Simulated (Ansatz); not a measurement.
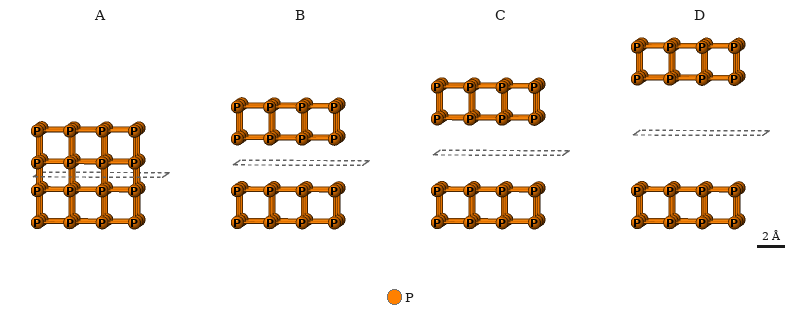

Frames of a one-coordinate scan of crystalline P (P4/mmm). The picture is a ball-and-stick view of the layers on both sides of the dashed plane, seen from the side, nearly along that plane.

All numbers below come from DFT PBEsol, scalar-relativistic, plane waves, PAW in Ansatz 0.2.0. Settings: plane-wave cutoff 420 eV; k-point mesh 24 × 24 × 6; occupations gaussian; smearing width 0.15 eV; no spin polarisation. Energies (free energies at the smearing named) are counted from the relaxed crystal.

Question: Which coordinate changes from frame to frame?

Answer: The crystal is pulled apart rigidly along the normal of the (0 0 1) plane of the conventional cell, at a cut between a plane of P below and one of P above, 2.40 Å apart. In the frames the opening is −0.30 Å (A), 1.50 Å (B), 3.00 Å (C), 6.00 Å (D). One cut stands in each cell, which starts 9.6 Å high; nothing is relaxed, and the dashed outline marks the cut. Their energies are 0.827 J/m², 1.126 J/m², 1.303 J/m², 1.315 J/m².
